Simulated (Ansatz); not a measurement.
**Field-gradient calculation of SnO$_{2}$ (part 2 of 2)**

SnO$_{2}$ (I4/m, 12 atoms in the cell); DFT, PBE, plane-wave PAW, default files, scalar-relativistic, no spin polarisation (Ansatz 0.2.0); cutoff 420 eV, 8×8×8 k-mesh, Fermi–Dirac smearing of 0.02 eV. The structure derives from a Materials Project entry.

Geometry of the input (Å; fractional positions):
```
-5.3733  5.3733  1.6162
5.3733  -5.3733  1.6162
5.3733  5.3733  -1.6162
Sn 0.6489  0.1689  0.8179
Sn 0.1689  0.3511  0.5200
Sn 0.8311  0.6489  0.4800
Sn 0.3511  0.8311  0.1821
O  0.8390  0.4570  0.2960
O  0.4570  0.1610  0.6181
O  0.5430  0.8390  0.3819
O  0.1610  0.5430  0.7040
O  0.1549  0.7944  0.9493
O  0.7944  0.8451  0.6395
O  0.8451  0.2056  0.0507
O  0.2056  0.1549  0.3605
```

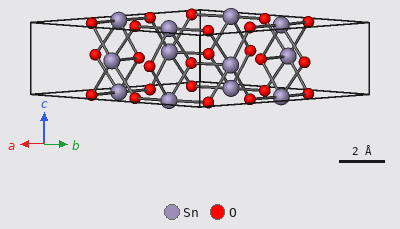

**Figure 1.** The input geometry (ball-and-stick view of the cell 2 times as large as that of the calculation, set on its symmetry axes, seen at an oblique angle).

### Log, continued
```
  k-point 0: bands = ["-15.3519", "-15.3519", "-15.1838", "-14.7981", "-14.6987", "-14.6594", "-14.6495", "-14.6495", "-14.6472", "-14.6472", "-14.6093", "-14.5953", "-14.5526", "-14.5354", "-14.4819", "-14.4819", "-14.4780", "-14.4780", "-14.4215", "-14.4088", "-13.0006", "-12.2316", "-11.8278", "-11.8278", "-11.5134", "-10.6415", "-10.2074", "-10.2074", "-1.1422", "-0.7348", "-0.7348", "0.9855", "1.7030", "2.3813", "2.3813", "2.5981", "2.6169", "2.6289", "2.6289", "3.3100", "3.6452", "3.8732", "4.0167", "4.2723", "4.2723", "4.4088", "4.4754", "4.4754", "4.5613", "4.8962", "4.8962", "4.9975", "6.8689", "9.7928", "9.7928", "10.1619", "11.8246", "11.8246", "12.2646", "12.4155", "14.2356", "15.4868", "15.7745", "15.7745"]
  k-point 1: bands = ["-15.3642", "-15.3522", "-15.1604", "-14.8051", "-14.6985", "-14.6677", "-14.6491", "-14.6473", "-14.6472", "-14.6447", "-14.6088", "-14.5958", "-14.5532", "-14.5390", "-14.4821", "-14.4818", "-14.4780", "-14.4776", "-14.4210", "-14.4093", "-12.9849", "-12.2773", "-11.8181", "-11.8000", "-11.4943", "-10.7096", "-10.2013", "-10.1664", "-1.2910", "-0.7508", "-0.5395", "1.0039", "1.6880", "2.3243", "2.3811", "2.4507", "2.6588", "2.6801", "2.7223", "3.3472", "3.6146", "3.8621", "4.0080", "4.2672", "4.2720", "4.4098", "4.4215", "4.4844", "4.5583", "4.8578", "4.8940", "5.0195", "6.9862", "9.6076", "9.8206", "10.2793", "11.8107", "11.8359", "12.2731", "12.4046", "14.2183", "15.3885", "15.7588", "15.8161"]
  k-point 2: bands = ["-15.3867", "-15.3531", "-15.1063", "-14.8280", "-14.6980", "-14.6800", "-14.6480", "-14.6475", "-14.6472", "-14.6404", "-14.6073", "-14.5973", "-14.5547", "-14.5467", "-14.4824", "-14.4813", "-14.4779", "-14.4767", "-14.4196", "-14.4106", "-12.9405", "-12.3827", "-11.8031", "-11.7241", "-11.4514", "-10.8558", "-10.1862", "-10.0950", "-1.4878", "-0.7883", "-0.2155", "1.0474", "1.6496", "2.2159", "2.2438", "2.3809", "2.7189", "2.8136", "2.8328", "3.4036", "3.5295", "3.8267", "4.0074", "4.2555", "4.2581", "4.2717", "4.4502", "4.5090", "4.5491", "4.7855", "4.8921", "5.0461", "7.2851", "9.2647", "9.8876", "10.4300", "11.7817", "11.8771", "12.2675", "12.3826", "14.1889", "15.2447", "15.7311", "15.8005"]
  k-point 77: bands = ["-15.5001", "-15.1542", "-15.0133", "-15.0133", "-14.6897", "-14.6897", "-14.6584", "-14.6580", "-14.6367", "-14.6359", "-14.6021", "-14.6021", "-14.5559", "-14.5559", "-14.4953", "-14.4950", "-14.4697", "-14.4623", "-14.4151", "-14.4151", "-12.5088", "-12.4930", "-12.4930", "-11.3433", "-11.1551", "-11.1551", "-10.3384", "-9.9007", "-1.9909", "-0.0494", "-0.0494", "0.6117", "1.9731", "2.0199", "2.0199", "2.6278", "2.8064", "3.0907", "3.0907", "3.2041", "3.2474", "3.8412", "3.8412", "3.9448", "4.2531", "4.2543", "4.4856", "4.4856", "4.5192", "4.5192", "4.9053", "5.0875", "8.8430", "8.8430", "8.9431", "10.6814", "11.8759", "12.0617", "12.1661", "12.1661", "14.3289", "14.8514", "15.6877", "15.6877"]
--- Löwdin populations: 12 sites ---
  site symbol       q [e]
     0     Sn     12.3004
     1     Sn     12.3004
     2     Sn     12.3004
     3     Sn     12.3004
     4      O      6.7943
     5      O      6.7943
     6      O      6.7943
     7      O      6.7943
     8      O      6.7681
     9      O      6.7681
    10      O      6.7681
    11      O      6.7681
  spilling = 0.005277 (of n_electrons = 104.000000)
```

### File populations.tsv
```
# site	symbol	l	j	q
# orbitals = lowdin
# n_electrons = 104.000000
# spilling = 0.005277
0	Sn	0_5S	-	0.916666
0	Sn	1_5P	-	1.389401
0	Sn	2_4D	-	9.994330
1	Sn	0_5S	-	0.916666
1	Sn	1_5P	-	1.389401
1	Sn	2_4D	-	9.994330
2	Sn	0_5S	-	0.916666
2	Sn	1_5P	-	1.389401
2	Sn	2_4D	-	9.994330
3	Sn	0_5S	-	0.916666
3	Sn	1_5P	-	1.389401
3	Sn	2_4D	-	9.994330
4	O	0_2S	-	1.735633
4	O	1_2P	-	5.058657
5	O	0_2S	-	1.735633
5	O	1_2P	-	5.058657
6	O	0_2S	-	1.735633
6	O	1_2P	-	5.058657
7	O	0_2S	-	1.735633
7	O	1_2P	-	5.058657
8	O	0_2S	-	1.775371
8	O	1_2P	-	4.992752
9	O	0_2S	-	1.775371
9	O	1_2P	-	4.992752
10	O	0_2S	-	1.775371
10	O	1_2P	-	4.992752
11	O	0_2S	-	1.775371
11	O	1_2P	-	4.992752
```

### File rho_z.tsv
```
# z_ang	rho[e/angstrom^3]
# format = ansatz-planar-average/11
# lattice	-5.373310000	5.373310000	1.616233000
# lattice	5.373310000	-5.373310000	1.616233000
# lattice	5.373310000	5.373310000	-1.616233000
# sites	12
# site	50	1.815453383	6.973734264	0.000000000
# site	50	3.772885736	1.815453383	0.000000000
# site	50	1.600424264	3.557856617	1.616233000
# site	50	3.557856617	-1.600424264	1.616233000
# site	8	-0.461680169	3.642625955	1.616233000
# site	8	1.730684045	4.911629831	0.000000000
# site	8	3.642625955	0.461680169	1.616233000
# site	8	5.834990169	1.730684045	0.000000000
# site	8	8.537098808	1.664957717	0.000000000
# site	8	3.708352283	3.163788808	1.616233000
# site	8	-3.163788808	3.708352283	1.616233000
# site	8	1.664957717	2.209521192	0.000000000
0.000000	3.498587e-1
0.143870	3.564136e-1
0.287740	3.671346e-1
0.431610	3.644098e-1
0.575480	3.424510e-1
0.719350	3.170299e-1
0.863221	3.180227e-1
1.007091	3.678559e-1
1.150961	4.558885e-1
1.294831	5.388771e-1
1.438701	5.713394e-1
1.582571	5.399950e-1
1.726441	4.767559e-1
1.870311	4.327129e-1
2.014181	4.337240e-1
2.158051	4.718224e-1
2.301922	5.337315e-1
2.445792	6.102734e-1
2.589662	6.807515e-1
2.733532	7.226033e-1
2.877402	7.321093e-1
3.021272	7.163584e-1
3.165142	6.919508e-1
3.309012	6.958221e-1
3.452882	7.603206e-1
3.596752	8.741829e-1
3.740622	9.826486e-1
3.884493	1.026802e0
4.028363	9.826486e-1
4.172233	8.741829e-1
4.316103	7.603206e-1
4.459973	6.958221e-1
4.603843	6.919508e-1
4.747713	7.163584e-1
4.891583	7.321093e-1
5.035453	7.226033e-1
5.179323	6.807515e-1
5.323194	6.102734e-1
5.467064	5.337315e-1
5.610934	4.718224e-1
5.754804	4.337240e-1
5.898674	4.327129e-1
6.042544	4.767559e-1
6.186414	5.399950e-1
6.330284	5.713394e-1
6.474154	5.388771e-1
6.618024	4.558885e-1
6.761894	3.678559e-1
6.905765	3.180227e-1
7.049635	3.170299e-1
7.193505	3.424510e-1
7.337375	3.644098e-1
7.481245	3.671346e-1
7.625115	3.564136e-1
```

### File v_z.tsv
```
# z_ang	v_es[eV]	v_tot[eV]
# format = ansatz-planar-average/11
# xc	pbe
# density_cutoff_ev	1680
# datasets	Sn=:simpson_from_first_knot:soft	O=:simpson_from_first_knot:soft
# lattice	-5.373310000	5.373310000	1.616233000
# lattice	5.373310000	-5.373310000	1.616233000
# lattice	5.373310000	5.373310000	-1.616233000
# sites	12
# site	50	1.815453383	6.973734264	0.000000000
# site	50	3.772885736	1.815453383	0.000000000
# site	50	1.600424264	3.557856617	1.616233000
# site	50	3.557856617	-1.600424264	1.616233000
# site	8	-0.461680169	3.642625955	1.616233000
# site	8	1.730684045	4.911629831	0.000000000
# site	8	3.642625955	0.461680169	1.616233000
# site	8	5.834990169	1.730684045	0.000000000
# site	8	8.537098808	1.664957717	0.000000000
# site	8	3.708352283	3.163788808	1.616233000
# site	8	-3.163788808	3.708352283	1.616233000
# site	8	1.664957717	2.209521192	0.000000000
0.000000	8.416502e0	1.070752e0
0.143870	8.420402e0	1.111976e0
0.287740	8.332565e0	1.093327e0
0.431610	7.918425e0	8.026615e-1
0.575480	7.474185e0	4.575383e-1
0.719350	7.373271e0	3.380021e-1
0.863221	7.710383e0	5.370949e-1
1.007091	8.456065e0	1.046954e0
1.150961	9.158040e0	1.457061e0
1.294831	9.502076e0	1.485105e0
1.438701	9.527876e0	1.238894e0
1.582571	9.106111e0	5.838229e-1
1.726441	8.110704e0	-6.315564e-1
1.870311	6.937222e0	-2.051472e0
2.014181	6.007560e0	-3.280954e0
2.158051	5.267919e0	-4.418167e0
2.301922	4.509286e0	-5.668351e0
2.445792	3.672992e0	-7.001600e0
2.589662	2.834772e0	-8.227340e0
2.733532	1.996205e0	-9.296985e0
2.877402	1.400206e0	-9.992484e0
3.021272	1.125878e0	-1.031830e1
3.165142	1.172645e0	-1.035396e1
3.309012	1.888209e0	-9.772806e0
3.452882	3.211327e0	-8.626457e0
3.596752	4.583011e0	-7.439067e0
3.740622	5.457193e0	-6.727850e0
3.884493	5.721159e0	-6.532828e0
4.028363	5.457193e0	-6.727850e0
4.172233	4.583011e0	-7.439067e0
4.316103	3.211327e0	-8.626457e0
4.459973	1.888209e0	-9.772806e0
4.603843	1.172645e0	-1.035396e1
4.747713	1.125878e0	-1.031830e1
4.891583	1.400206e0	-9.992484e0
5.035453	1.996205e0	-9.296985e0
5.179323	2.834772e0	-8.227340e0
5.323194	3.672992e0	-7.001600e0
5.467064	4.509286e0	-5.668351e0
5.610934	5.267919e0	-4.418167e0
5.754804	6.007560e0	-3.280954e0
5.898674	6.937222e0	-2.051472e0
6.042544	8.110704e0	-6.315564e-1
6.186414	9.106111e0	5.838229e-1
6.330284	9.527876e0	1.238894e0
6.474154	9.502076e0	1.485105e0
6.618024	9.158040e0	1.457061e0
6.761894	8.456065e0	1.046954e0
6.905765	7.710383e0	5.370949e-1
7.049635	7.373271e0	3.380021e-1
7.193505	7.474185e0	4.575383e-1
7.337375	7.918425e0	8.026615e-1
7.481245	8.332565e0	1.093327e0
7.625115	8.420402e0	1.111976e0
```

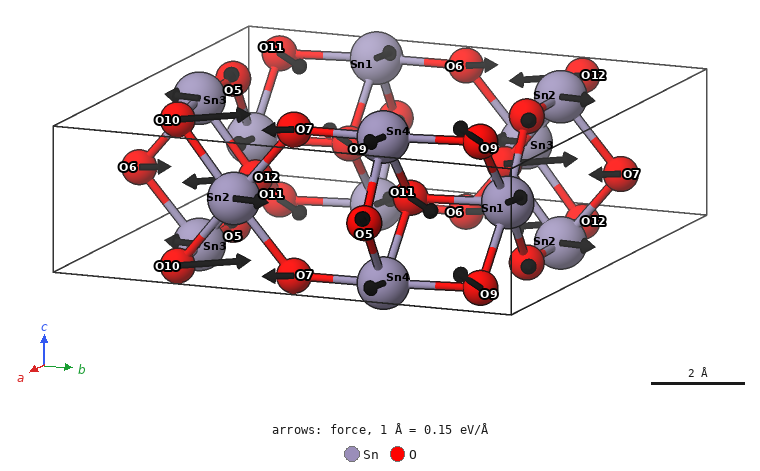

**Figure 2.** Forces on the atoms as black arrows (ball-and-stick view of the cell 2 times as large as that of the calculation, set on its symmetry axes, seen slightly off an axis; atoms are numbered from 1 in the order of the input). The largest act on O9, O10, O11, O12 (0.25 eV/Å); all 4 Sn atoms (0.13 eV/Å); O5, O6, O7, O8 (0.11 eV/Å). The geometry is not a stationary point of this energy.

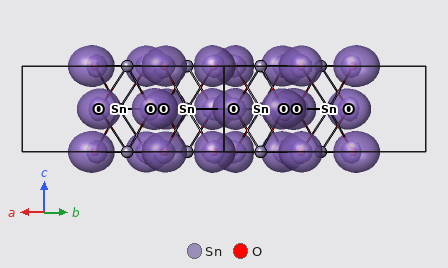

**Figure 3.** Isosurface of the ELF at 0.75 (purple), seen along [110]. Core shells and regions of very low density are left out. Sticks mark near contacts. The outline is the cell set on symmetry axes. Profiles from the grid: Sn–O (2.06 Å): the ELF is about 0.25 at the midpoint. Sn–O (2.11 Å): the ELF is about 0.25 at the midpoint. The fields are those of the smooth PAW valence density.

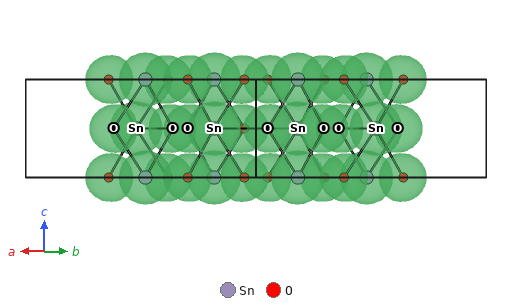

**Figure 4.** Isosurface of the valence electron density at 0.8 e/Å³ (green), seen along [110]. Sticks mark near contacts. The outline is the cell set on symmetry axes. At this value the density breaks into separate islands; it holds about 75 % of the electrons treated as valence (semicore included). It is pinched off along the Sn–O (2.06 Å) and Sn–O (2.11 Å) contacts. On the grid the lowest density along these lines, outside the cores, is 0.66 e/Å³ (Sn–O, 2.06 Å) and 0.62 e/Å³ (Sn–O, 2.11 Å).

### Summary

```csv
quantity,value
outcome,converged
space group (tolerance 0.01 Å),I4/m (87)
electrons treated,104
free energy,−28635.1453 eV
Fermi energy,6.018 eV
gap on the k-point mesh,1.78 eV
pressure,−0.29 GPa
field gradient V_zz (10²¹ V/m²),"Sn 7.36, Sn 7.36, Sn 7.36, Sn 7.36, O −11.26, O −11.26, O −11.26, O −11.26 (the first 8 of 12 sites)"
largest force (length of the vector),0.252 eV/Å
wall time,40 s
peak memory,1 GiB
```

### Remarks

Warnings of the run: the field gradients leave out spin–orbit coupling; the exchange-correlation potential is rough where the density is thin.
